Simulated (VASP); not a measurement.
# Band-structure calculation of PtS₂

- system: PtS₂ (P-3m1, 3 atoms in the cell)
- method: DFT, LDA, plane waves, PAW (VASP 6.6.1)

The structure was built on a prototype by a generator. The geometry comes from this level: r2scan-rvv10.

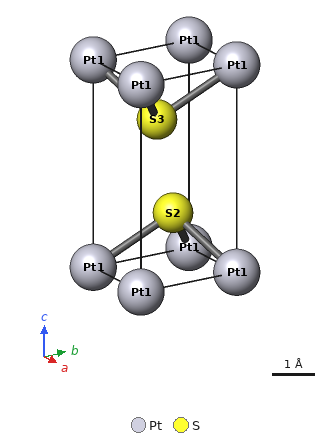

Fig. 1: The input geometry (ball-and-stick view of the cell of the calculation, seen slightly off an axis; atoms are numbered from 1 in the order of the input). Near neighbours in the crystal (not all of them lie inside the picture): Pt has 6 S at 2.39 Å; S has 3 Pt at 2.39 Å.

INCAR:
```
ENCUT = 520.000000
SIGMA = 0.010000
EDIFF = 1.00e-07
GGA = CA
PREC = Accurate
IBRION = -1
ISIF = 2
ISMEAR = 0
NBANDS = 18
NELM = 120
NSW = 0
LASPH = .TRUE.
LCHARG = .FALSE.
LWAVE = .FALSE.
LREAL = .FALSE.
```

KPOINTS:
```
KPOINTS created by Atomic Simulation Environment
0
Gamma
12 12 6
0 0 0
```

KPOINTS_OPT:
```
special points
8
Reciprocal
0.0000000000 0.0000000000 0.0000000000 1
0.5000000000 0.0000000000 0.0000000000 1
0.3333333333 0.3333333333 0.0000000000 1
0.0000000000 0.0000000000 0.5000000000 1
0.5000000000 0.0000000000 0.5000000000 1
0.3333333333 0.3333333333 0.5000000000 1
0.0000000000 0.1666666667 0.1666666667 1
0.0000000000 0.2500000000 0.3333333333 1
```

POSCAR:
```
Pt S
 1.0000000000000000
     3.5526415791220347    0.0000000000286172   -0.0000000000000000
    -1.7763207895858004    3.0766778580462373    0.0000000000000000
    -0.0000000000000000    0.0000000000000000    5.1227110718046962
 Pt  S
   1   2
Cartesian
 -0.0000000000000000 -0.0000000000000000  0.0000000000000000
 -0.0000000000165222  2.0511185720403642  1.2256597290667541
  1.7763207895527557  1.0255592860344904  3.8970513427379432
```

Run as:
```bash
mpirun -np 1 vasp_std
```

OSZICAR:
```
N       E                     dE             d eps       ncg     rms          rms(c)
DAV:   1     0.108268796959E+03    0.10827E+03   -0.10311E+04  3640   0.109E+03
DAV:   2    -0.140257154623E+02   -0.12229E+03   -0.11836E+03  4394   0.219E+02
DAV:   3    -0.194529210694E+02   -0.54272E+01   -0.53860E+01  4560   0.465E+01
DAV:   4    -0.195100794661E+02   -0.57158E-01   -0.57127E-01  4636   0.528E+00
DAV:   5    -0.195109638829E+02   -0.88442E-03   -0.88435E-03  4576   0.647E-01    0.179E+01
DAV:   6    -0.184391429702E+02    0.10718E+01   -0.59680E+00  3744   0.238E+01    0.114E+01
DAV:   7    -0.181828173007E+02    0.25633E+00   -0.11862E+00  3704   0.111E+01    0.556E+00
DAV:   8    -0.181514827101E+02    0.31335E-01   -0.73439E-02  3964   0.188E+00    0.107E+00
DAV:   9    -0.181474518415E+02    0.40309E-02   -0.84162E-03  4178   0.915E-01    0.258E-01
DAV:  10    -0.181474676082E+02   -0.15767E-04   -0.15056E-03  4148   0.244E-01    0.917E-02
DAV:  11    -0.181474700613E+02   -0.24531E-05   -0.60714E-05  4626   0.687E-02    0.432E-02
DAV:  12    -0.181474685807E+02    0.14806E-05   -0.63101E-06  4146   0.241E-02    0.105E-02
DAV:  13    -0.181474684759E+02    0.10472E-06   -0.10047E-06  4360   0.710E-03    0.249E-03
DAV:  14    -0.181474684563E+02    0.19684E-07   -0.12638E-07  2306   0.259E-03
   1 F= -.18147468E+02 E0= -.18147468E+02  d E =-.740162E-33
       N       E                     dE             ncg
DAV:   1     0.464826161546E+04   -0.30336E+04      296
DAV:   2     0.367641877808E+04   -0.97184E+03      344
DAV:   3     0.363747483914E+04   -0.38944E+02      362
DAV:   4     0.363709559168E+04   -0.37925E+00      344
DAV:   5     0.363708806340E+04   -0.75283E-02      384
DAV:   6     0.363708785068E+04   -0.21272E-03      360
DAV:   7     0.363708784322E+04   -0.74545E-05      364
DAV:   8     0.363708784293E+04   -0.29398E-06      360
DAV:   9     0.363708784292E+04   -0.10247E-07      258
```

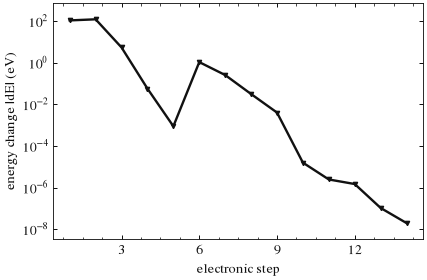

Fig. 2: Convergence of the self-consistent field: energy change |dE| against the electronic step. It takes 14 electronic steps. The density is held fixed in the first few steps, and dE rises again when its update begins.

Parts of OUTCAR:
```
k-points           NKPTS =    100   k-points in BZ     NKDIM =    100   number of bands    NBANDS=     18

   NELECT =      22.0000    total number of electrons

   dimension x,y,z NGX =    28 NGY =   28 NGZ =   40
   dimension x,y,z NGXF=    56 NGYF=   56 NGZF=   80

  energy-cutoff  :      520.00
  volume of cell :       55.99
      direct lattice vectors                 reciprocal lattice vectors
     3.552641579  0.000000000  0.000000000     0.281480689  0.162512952  0.000000000
    -1.776320790  3.076677858  0.000000000    -0.000000000  0.325025903  0.000000000
     0.000000000  0.000000000  5.122711072     0.000000000  0.000000000  0.195209136

 k-points in reciprocal lattice and weights: KPOINTS created by Atomic Simulation Env
   0.00000000  0.00000000  0.00000000       0.001
   0.08333333 -0.00000000  0.00000000       0.007
   0.16666667  0.00000000  0.00000000       0.007
   0.25000000 -0.00000000  0.00000000       0.007
   0.33333333  0.00000000  0.00000000       0.007
   0.41666667  0.00000000  0.00000000       0.007
   0.50000000 -0.00000000  0.00000000       0.003
   0.08333333  0.08333333  0.00000000       0.007
   0.16666667  0.08333333  0.00000000       0.014
   0.25000000  0.08333333  0.00000000       0.014
   0.33333333  0.08333333  0.00000000       0.014
   0.41666667  0.08333333  0.00000000       0.014
   0.16666667  0.16666667  0.00000000       0.007
   0.25000000  0.16666667  0.00000000       0.014
   0.33333333  0.16666667  0.00000000       0.014
   0.41666667  0.16666667  0.00000000       0.007
   0.25000000  0.25000000  0.00000000       0.007
   0.33333333  0.25000000  0.00000000       0.014
   0.33333333  0.33333333  0.00000000       0.002
   0.00000000  0.00000000  0.16666667       0.002
   0.08333333 -0.00000000  0.16666667       0.007
  -0.00000000  0.08333333  0.16666667       0.007
   0.16666667  0.00000000  0.16666667       0.007
  -0.00000000  0.16666667  0.16666667       0.007
   0.25000000 -0.00000000  0.16666667       0.007
   0.00000000  0.25000000  0.16666667       0.007
   0.33333333  0.00000000  0.16666667       0.007
   0.00000000  0.33333333  0.16666667       0.007
   0.41666667  0.00000000  0.16666667       0.007
   0.00000000  0.41666667  0.16666667       0.007
   0.50000000 -0.00000000  0.16666667       0.007
   0.08333333  0.08333333  0.16666667       0.014
   0.16666667  0.08333333  0.16666667       0.014
  -0.08333333  0.25000000  0.16666667       0.014
   0.25000000  0.08333333  0.16666667       0.014
  -0.08333333  0.33333333  0.16666667       0.014
   0.33333333  0.08333333  0.16666667       0.014
  -0.08333333  0.41666667  0.16666667       0.014
   0.41666667  0.08333333  0.16666667       0.014
  -0.08333333  0.50000000  0.16666667       0.014
   0.16666667  0.16666667  0.16666667       0.014
   0.25000000  0.16666667  0.16666667       0.014
  -0.16666667  0.41666667  0.16666667       0.014
   0.33333333  0.16666667  0.16666667       0.014
  -0.16666667  0.50000000  0.16666667       0.014
   0.41666667  0.16666667  0.16666667       0.014
   0.25000000  0.25000000  0.16666667       0.014
   0.33333333  0.25000000  0.16666667       0.014
  -0.25000000 -0.41666667  0.16666667       0.014
   0.33333333  0.33333333  0.16666667       0.005
   0.00000000  0.00000000  0.33333333       0.002
   0.08333333 -0.00000000  0.33333333       0.007
  -0.00000000  0.08333333  0.33333333       0.007
   0.16666667  0.00000000  0.33333333       0.007
  -0.00000000  0.16666667  0.33333333       0.007
   0.25000000 -0.00000000  0.33333333       0.007
   0.00000000  0.25000000  0.33333333       0.007
   0.33333333  0.00000000  0.33333333       0.007
   0.00000000  0.33333333  0.33333333       0.007
   0.41666667  0.00000000  0.33333333       0.007
   0.00000000  0.41666667  0.33333333       0.007
   0.50000000 -0.00000000  0.33333333       0.007
   0.08333333  0.08333333  0.33333333       0.014
   0.16666667  0.08333333  0.33333333       0.014
  -0.08333333  0.25000000  0.33333333       0.014
   0.25000000  0.08333333  0.33333333       0.014
  -0.08333333  0.33333333  0.33333333       0.014
   0.33333333  0.08333333  0.33333333       0.014
  -0.08333333  0.41666667  0.33333333       0.014
   0.41666667  0.08333333  0.33333333       0.014
  -0.08333333  0.50000000  0.33333333       0.014
   0.16666667  0.16666667  0.33333333       0.014
   0.25000000  0.16666667  0.33333333       0.014
  -0.16666667  0.41666667  0.33333333       0.014
   0.33333333  0.16666667  0.33333333       0.014
  -0.16666667  0.50000000  0.33333333       0.014
   0.41666667  0.16666667  0.33333333       0.014
   0.25000000  0.25000000  0.33333333       0.014
   0.33333333  0.25000000  0.33333333       0.014
  -0.25000000 -0.41666667  0.33333333       0.014
   0.33333333  0.33333333  0.33333333       0.005
   0.00000000  0.00000000  0.50000000       0.001
   0.08333333 -0.00000000  0.50000000       0.007
   0.16666667  0.00000000  0.50000000       0.007
   0.25000000 -0.00000000  0.50000000       0.007
   0.33333333  0.00000000  0.50000000       0.007
   0.41666667  0.00000000  0.50000000       0.007
   0.50000000 -0.00000000  0.50000000       0.003
   0.08333333  0.08333333  0.50000000       0.007
   0.16666667  0.08333333  0.50000000       0.014
   0.25000000  0.08333333  0.50000000       0.014
   0.33333333  0.08333333  0.50000000       0.014
   0.41666667  0.08333333  0.50000000       0.014
   0.16666667  0.16666667  0.50000000       0.007
   0.25000000  0.16666667  0.50000000       0.014
   0.33333333  0.16666667  0.50000000       0.014
   0.41666667  0.16666667  0.50000000       0.007
   0.25000000  0.25000000  0.50000000       0.007
   0.33333333  0.25000000  0.50000000       0.014
   0.33333333  0.33333333  0.50000000       0.002

 E-fermi :   6.4140

 k-point     1 :       0.0000    0.0000    0.0000
  band No.  band energies     occupation
      1      -8.7910      2.00000
      2      -5.9333      2.00000
      3      -0.5329      2.00000
      4      -0.2036      2.00000
      5      -0.2036      2.00000
      6       2.5556      2.00000
      7       2.5556      2.00000
      8       4.3185      2.00000
      9       5.2864      2.00000
     10       5.2864      2.00000
     11       6.2941      2.00000
     12       8.4001      0.00000
     13       8.4001      0.00000
     14      10.9085      0.00000
     15      11.4962      0.00000
     16      14.2975      0.00000
     17      14.2975      0.00000
     18      18.5602      0.00000

 k-point     2 :       0.0833   -0.0000    0.0000
  band No.  band energies     occupation
      1      -8.7020      2.00000
      2      -5.9748      2.00000
      3      -0.4390      2.00000
      4      -0.1475      2.00000
      5      -0.1445      2.00000
      6       2.4243      2.00000
      7       2.4871      2.00000
      8       4.1070      2.00000
      9       5.1929      2.00000
     10       5.2949      2.00000
     11       6.2829      2.00000
     12       8.0831      0.00000
     13       8.3459      0.00000
     14      11.4121      0.00000
     15      11.8729      0.00000
     16      14.0625      0.00000
     17      14.5808      0.00000
     18      17.5693      0.00000

 k-point     3 :       0.1667    0.0000    0.0000
  band No.  band energies     occupation
      1      -8.4448      2.00000
      2      -6.0867      2.00000
      3      -0.1899      2.00000
      4       0.0045      2.00000
      5       0.0480      2.00000
      6       1.9811      2.00000
      7       2.3446      2.00000
      8       3.6492      2.00000
      9       5.0319      2.00000
     10       5.2244      2.00000
     11       6.0128      2.00000
     12       7.7844      0.00000
     13       8.2919      0.00000
     14      12.0937      0.00000
     15      12.6895      0.00000
     16      13.9527      0.00000
     17      15.2702      0.00000
     18      16.1076      0.00000

 k-point     4 :       0.2500   -0.0000    0.0000
  band No.  band energies     occupation
      1      -8.0506      2.00000
      2      -6.2383      2.00000
      3       0.0480      2.00000
      4       0.1999      2.00000
      5       0.4587      2.00000
      6       1.2631      2.00000
      7       2.2618      2.00000
      8       3.3088      2.00000
      9       4.7774      2.00000
     10       4.9366      2.00000
     11       5.3961      2.00000
     12       7.8242      0.00000
     13       8.3843      0.00000
     14      11.8642      0.00000
     15      13.5292      0.00000
     16      14.6169      0.00000
     17      15.1411      0.00000
     18      15.5452      0.00000

 k-point     5 :       0.3333    0.0000    0.0000
  band No.  band energies     occupation
      1      -7.5813      2.00000
      2      -6.3979      2.00000
      3      -0.1179      2.00000
      4       0.3577      2.00000
      5       0.8437      2.00000
      6       1.0992      2.00000
      7       2.3675      2.00000
      8       3.1232      2.00000
      9       4.2697      2.00000
     10       4.4427      2.00000
     11       4.8100      2.00000
     12       7.8451      0.00000
     13       8.5901      0.00000
     14      11.5856      0.00000
     15      13.4001      0.00000
     16      14.5722      0.00000
     17      15.0231      0.00000
     18      15.6628      0.00000

 [... the levels of 94 k-points are left out ...]

 k-point   100 :       0.3333    0.3333    0.5000
  band No.  band energies     occupation
      1      -6.6355      2.00000
      2      -6.6355      2.00000
      3       0.0628      2.00000
      4       0.0628      2.00000
      5       0.2018      2.00000
      6       2.0301      2.00000
      7       2.0301      2.00000
      8       2.6328      2.00000
      9       2.9930      2.00000
     10       4.4433      2.00000
     11       4.4433      2.00000
     12       8.3607      0.00000
     13       8.3607      0.00000
     14      13.2612      0.00000
     15      14.0547      0.00000
     16      14.0547      0.00000
     17      14.0698      0.00000
     18      16.7681      0.00000

  Total       -1.3479408     -1.3479408     -1.5859008      0.0000000      0.0000000      0.0000000
  in kB      -38.5698657    -38.5698657    -45.3788322      0.0000000      0.0000000      0.0000000
  external PRESSURE =     -40.8395212 kB  Pullay stress =       0.0000000 kB

 POSITION                                       TOTAL-FORCE (eV/Angst)
 -----------------------------------------------------------------------------------
      0.00000      0.00000      0.00000        -0.000000     -0.000000      0.000000
     -0.00000      2.05112      1.22566         0.000000      0.000000     -0.338649
      1.77632      1.02556      3.89705        -0.000000     -0.000000      0.338649
 -----------------------------------------------------------------------------------
    total drift:                               -0.000000      0.000000     -0.000000

  FREE ENERGIE OF THE ION-ELECTRON SYSTEM (eV)
  ---------------------------------------------------
  free  energy   TOTEN  =       -18.1474684563 eV

  energy  without entropy=      -18.1474684563  energy(sigma->0) =      -18.14746846
```

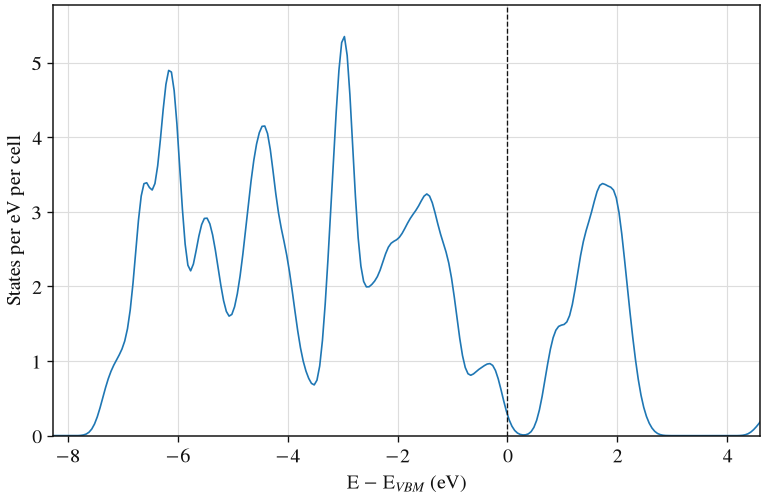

Fig. 3: Density of states (the curve is built from the levels of the k mesh with Gaussians 0.3 eV wide, which also blur the band edges), with energies from the valence-band top. There is a gap of 0.60 eV on the k-point mesh. Small ripples come from the finite k-point mesh.

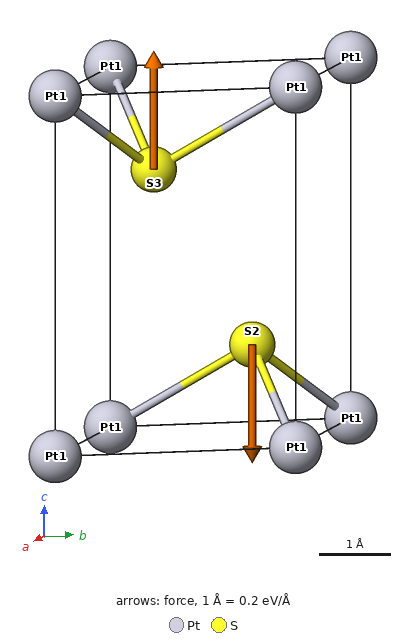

Fig. 4: Forces on the atoms as orange arrows (ball-and-stick view of the cell of the calculation, seen slightly off an axis; atoms are numbered from 1 in the order of the input). The largest act on S2, S3 (0.34 eV/Å). The geometry is not a stationary point of this energy.

Summary:

| quantity | value |
| --- | --- |
| outcome | converged |
| space group (tolerance 0.01 Å) | P-3m1 (164) |
| electrons treated | 22 |
| free energy | −18.1475 eV |
| Fermi energy | 6.414 eV |
| band gap | 0.60 eV |
| pressure | −4.08 GPa |
| largest force (length of the vector) | 0.339 eV/Å |
| hardware | 1 CPU thread, shared host |
| wall time | 35 s |
| peak memory | 0.27 GiB |

Spin–orbit coupling is left out, which matters for Pt.
